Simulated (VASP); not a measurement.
# Pressure and energy of CaAs2Pd2 (I4/mmm) under even scaling of the cell, with rev-vdW-DF2

The usual rule of thumb treats a crystal near equilibrium as a spring: pressure falls in proportion to the volume change, and energy rises as its square. How far does this hold for CaAs2Pd2 when the cell is scaled by up to about 6% either way? The answer matters wherever a bulk modulus is taken from a few calculated volumes, or the response of a compound to pressure is estimated from one elastic constant. The pressure comes from the stress tensor and is positive for a compressed cell. The energy is counted per atom from the lowest point of the series, and the volume change from the minimum of the Birch-Murnaghan fit. All values are for a static lattice with fixed cell shape and fixed fractional positions.

## Calculations

A cell from the Materials Project database, relaxed at this level and then scaled evenly, fractional positions kept. VASP 6.6.1, plane waves with PAW, rev-vdW-DF2, cutoff 400 eV, k mesh 7×7×7, no spin polarisation, no spin-orbit coupling, static lattice. A Birch-Murnaghan fit to the energies has its minimum at 19.10 Å³ per atom.

Notes on method and selection:

- The pressure is that of a finite plane-wave basis, so it need not vanish exactly at the minimum of the energy.
- Only series whose fit has its minimum inside the range and an error under 0.5 meV per atom are shown.
- Where rows or columns differ in functional or spin-orbit coupling, non-spherical gradient terms in the PAW spheres (LASPH) may be on in some and off in others.
- Runs that did not converge, have known faults or may not be shown are not listed, and runs on Ansatz's PAW sets soft_1 and soft_2 are kept to separate tables.

Columns:

- volume change (%): volume relative to the fitted equilibrium volume.
- pressure (GPa): pressure from the stress tensor (positive: compressed).
- energy (meV/atom): energy per atom above the lowest point of the series.

Input lines of one member:

```
PREC = Accurate
ENCUT = 400
EDIFF = 1E-06
NELM = 100
ISMEAR = 1
SIGMA = 0.2
LREAL = .FALSE.
ALGO = Normal
GGA = MK
AGGAC = 0
LUSE_VDW = .TRUE.
PARAM1 = 0.1234
PARAM2 = 0.711357
ZAB_VDW = -1.8867
LASPH = .TRUE.
```

Command (options for logging and memory left out): `mpirun -np 4 vasp_std`

## The series

| member | volume change (%) | pressure (GPa) | energy (meV/atom) |
| --- | --- | --- | --- |
| 17.92 Å³ | −6.18 | 7.19 | 25.6 |
| 18.30 Å³ | −4.18 | 4.53 | 11.3 |
| 18.68 Å³ | −2.19 | 2.15 | 3.0 |
| 19.06 Å³ | −0.19 | 0.02 | 0.0 |
| 19.45 Å³ | 1.81 | ? | ? |
| 19.83 Å³ | 3.80 | −3.59 | 8.1 |
| 20.21 Å³ | 5.80 | −5.09 | 18.1 |

Cells marked ? are withheld until the estimate has been made.

pressure (GPa) against volume change (%), members shown:

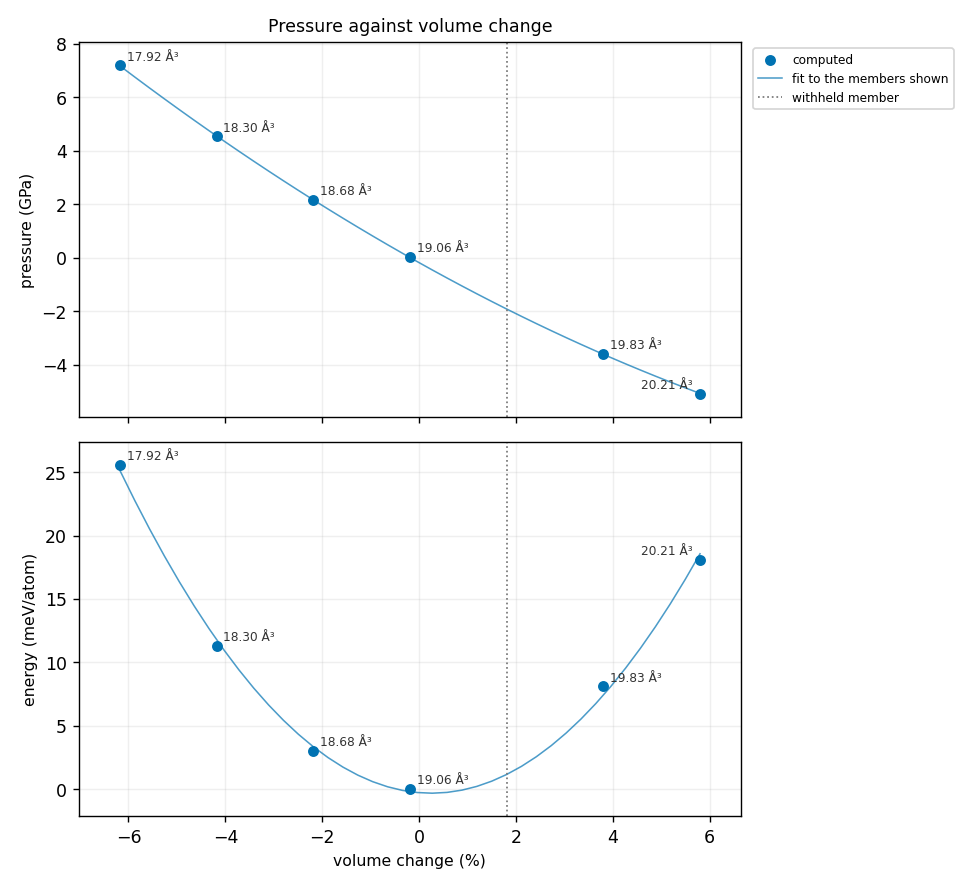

Least-squares fits to the members shown, with x = volume change (%); R² and errors in the fitted variable (y, or ln y where the fit is in ln y):

| y | members | fit | R² | rms residual | leave-one-out rms | the same for the mean of the others |
| --- | --- | --- | --- | --- | --- | --- |
| pressure (GPa) | 6 | y = −0.18726 − 1.0114 x + 0.029084 x² | 1.00 | 0.017 | 0.047 | 5.2 |
| energy (meV/atom) | 6 | y = −0.2842 − 0.3161 x + 0.6153 x² | 1.00 | 0.47 | 1.3 | 10 |

## What drives the series

Pressure falls from each shown member to the next larger one, but not at a constant rate. Between the two smallest cells the slope is (4.53 − 7.19) / (−4.18 + 6.18) = −1.33 GPa per %; between the two largest it is (−5.09 + 3.59) / (5.80 − 3.80) = −0.75 GPa per %. The linear rule therefore serves only close to equilibrium, where the quadratic fit has a slope of −1.0114 GPa per %, a bulk modulus of about 100 GPa.

The energy shows the same asymmetry. A parabola through the value at 5.80% would give 18.1 × (6.18 / 5.80)² = 20.5 meV per atom at −6.18%, whereas the table has 25.6. The general reason is that the repulsion between overlapping electron shells grows faster on shortening the bonds than the attraction does, so a compressed crystal stiffens and an expanded one softens.

Pressure and energy are linked by P = −dE/dV, which allows a check. From 17.92 to 19.06 Å³ the energy drops by 25.6 meV per atom, so with 1 eV/Å³ ≈ 160 GPa the mean pressure is 25.6 / 1000 × 160 / (19.06 − 17.92) = 3.6 GPa. The trapezium rule on the tabulated pressures, with three nearly equal steps in volume, gives (7.19 / 2 + 4.53 + 2.15 + 0.02 / 2) / 3 = 3.4 GPa. The stress is thus lower by about 0.2 GPa, in line with the fitted pressure of −0.19 GPa at the energy minimum. This is the sign expected of a finite plane-wave basis at fixed cutoff.

The bulk modulus belongs to a constrained crystal. The As atoms feel forces along c away from equilibrium, and under compression the stress along c is smaller than that in the plane. Letting positions and cell shape relax at each volume could only lower the energy, so the relaxed crystal would be as stiff or softer at this level.

## Blind estimate

Plain estimates from the members shown:

- 19.45 Å³, fit at x = 1.81: −1.92 GPa
- 19.45 Å³, straight-line interpolation between 19.06 Å³ and 19.83 Å³: w = (1.81 − (−0.19)) / (3.80 − (−0.19)) = 0.501, so 0.02 + 0.501 × (−3.59 − 0.02) = −1.79 GPa

The missing cell lies almost midway between two shown members, so interpolation is safe, but the straight line ignores the curvature. Since the pressure curve bends upwards, its chord lies above it, and the estimate of −1.79 GPa must be lowered.

The size of the shift follows from the slopes around the gap: −1.065 GPa per % from −2.19 to −0.19%, −0.905 across the gap, and −0.750 from 3.80 to 5.80%. The quadratic coefficient is (−0.905 + 1.065) / (3.80 + 2.19) = 0.0267 on one side and (−0.750 + 0.905) / (5.80 + 0.19) = 0.0259 on the other, with a mean of (0.0267 + 0.0259) / 2 = 0.0263 GPa per %². A parabola through the two neighbours departs from their chord by this coefficient times the distances to both, with a minus sign. The shift is −0.0263 × 2.00 × 1.99 = −0.105 GPa, which gives 0.02 + 0.501 × (−3.59 − 0.02) − 0.105 = −1.894 GPa.

The same route can be tried on the member at −2.19% with its own value left out. The chord between its neighbours has a slope of (0.02 − 4.53) / (4.18 − 0.19) = −1.130 GPa per % and gives 4.53 + (0.02 − 4.53) × (4.18 − 2.19) / (4.18 − 0.19) = 2.281 GPa. The coefficients are (−1.130 + 1.330) / 5.99 = 0.0334 and (−0.905 + 1.130) / 7.98 = 0.0282, with a mean of (0.0334 + 0.0282) / 2 = 0.0308 GPa per %². The result is 2.281 − 0.0308 × 1.99 × 2.00 = 2.16 GPa, against the tabulated 2.15. The quadratic fit to all members shown gives −1.92 GPa, but it runs 0.01 to 0.02 GPa below both neighbours of the gap, so the local route is preferred. No further shift is made for the finite basis, because the neighbouring pressures already contain its effect. The error bar of 0.02 GPa reflects the miss of 0.01 GPa in the trial and the rms residual of 0.017 GPa about the smooth fit.

**Committed estimate, 19.45 Å³: pressure = −1.89 ± 0.02 GPa.**

## The answer

| member | volume change (%) | pressure (GPa) | energy (meV/atom) |
| --- | --- | --- | --- |
| 19.45 Å³ | 1.81 | −1.89 | 1.9 |

| member | estimate | pressure (GPa) | computed | estimate − computed | miss in error bars |
| --- | --- | --- | --- | --- | --- |
| 19.45 Å³ | committed | −1.89 | −1.89 | 0.00 | 0.0 |
| 19.45 Å³ | fit | −1.92 | −1.89 | −0.03 |  |
| 19.45 Å³ | interpolation | −1.79 | −1.89 | +0.10 |  |

pressure (GPa) against volume change (%):

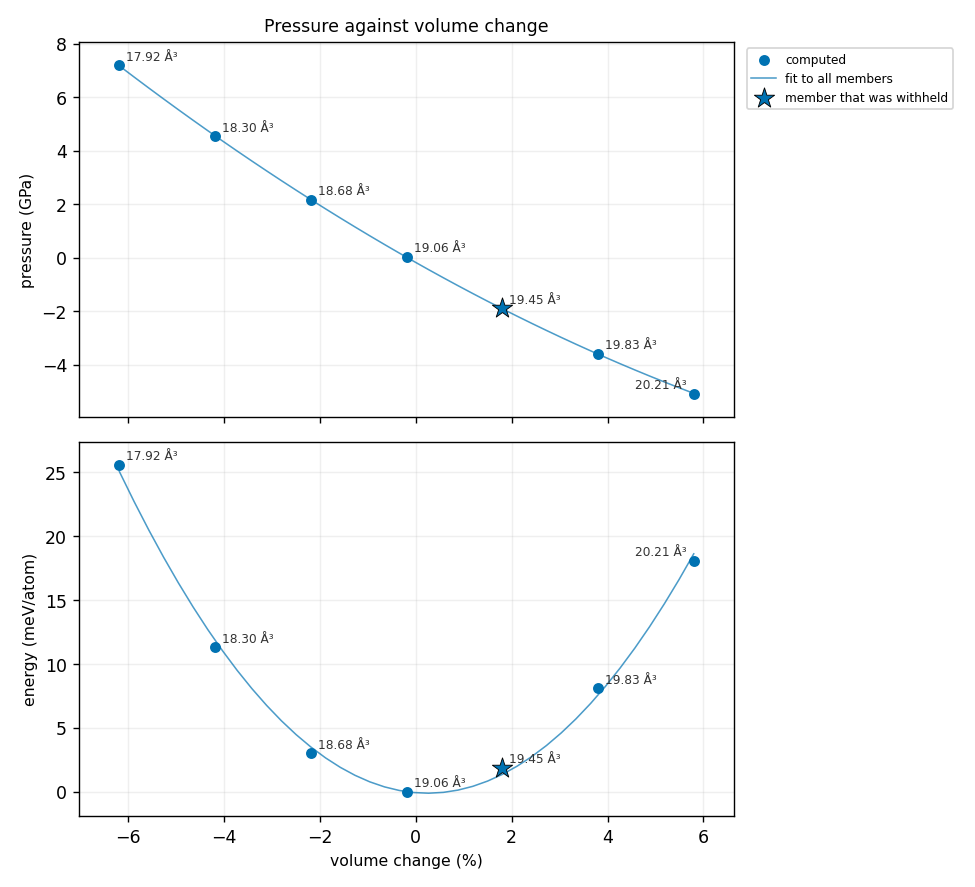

The estimate of −1.89 GPa agrees with the computed pressure to the printed digits, well inside the error bar of 0.02 GPa. The quadratic fit to the six other members came out 0.03 GPa too low, and the straight line between the neighbours 0.10 GPa too high.

The argument from curvature held: the shift of −0.105 GPa from the chord is almost exactly what the straight line lacked. Taking the curvature from the members next to the gap also served better than one quadratic for the whole range.

The result fits a crystal that softens steadily as it expands. The slope is (−1.89 − 0.02) / (1.81 + 0.19) = −0.96 GPa per % just before the new member and (−3.59 + 1.89) / (3.80 − 1.81) = −0.85 GPa per % just after it. This supports the smooth weakening of the restoring force, but says nothing about which bonds contribute most to it.

## Exceptions

Least-squares fits to the whole series, with x = volume change (%); R² and errors in the fitted variable (y, or ln y where the fit is in ln y):

| y | members | fit | R² | rms residual | leave-one-out rms | the same for the mean of the others |
| --- | --- | --- | --- | --- | --- | --- |
| pressure (GPa) | 7 | y = −0.1779 − 1.011 x + 0.02879 x² | 1.00 | 0.019 | 0.049 | 4.8 |
| energy (meV/atom) | 7 | y = −0.07048 − 0.3054 x + 0.6087 x² | 1.00 | 0.49 | 1.3 | 10 |

Largest departures from the fit to the whole series:

| member | pressure (GPa) | fit | computed − fit | in rms residuals |
| --- | --- | --- | --- | --- |
| 18.68 Å³ | 2.15 | 2.17 | −0.02 | 1.3 |
| 19.45 Å³ | −1.89 | −1.91 | +0.02 | 1.2 |
| 18.30 Å³ | 4.53 | 4.55 | −0.02 | 1.1 |
| 17.92 Å³ | 7.19 | 7.17 | +0.02 | 1.1 |

No member stands out: the largest departure from the quadratic fit is 0.02 GPa, or 1.3 rms residuals, in a series that spans more than 12 GPa. The signs follow a smooth pattern, positive at the smallest cell, negative at the next two, positive at the three after that and negative at the largest, as expected when a quadratic is fitted to a curve whose bending weakens on expansion.

## Conclusions and limits

From −6.18 to 5.80%, pressure falls steadily with volume and ever more slowly. The slope across equilibrium, (−1.89 − 2.15) / (1.81 + 2.19) = −1.01 GPa per %, gives a bulk modulus of 100 × 1.01 = 101 GPa for fixed cell shape and fractional positions. Used as a linear rule, it gives 1.01 × 6.18 = 6.2 GPa at the smallest cell, where the table has 7.19, and −1.01 × 5.80 = −5.9 GPa at the largest, where the table has −5.09. The rule thus understates the pressure needed to compress the cell and overstates the tension needed to expand it.

A further volume between the members can be estimated to a few hundredths of a GPa if the curvature is included; the quadratic fit has a leave-one-out error of 0.049 GPa.

The values leave out thermal and zero-point motion. If thermal expansion came to 1% in volume, for instance, it would correspond to a shift of about 1 GPa at a given volume, towards positive pressure.

[Logs are printed without paths, hosts, clocks, repeated set-up lines and the standing remarks that a program may print on its own settings, such as how far it seeks lower states.]
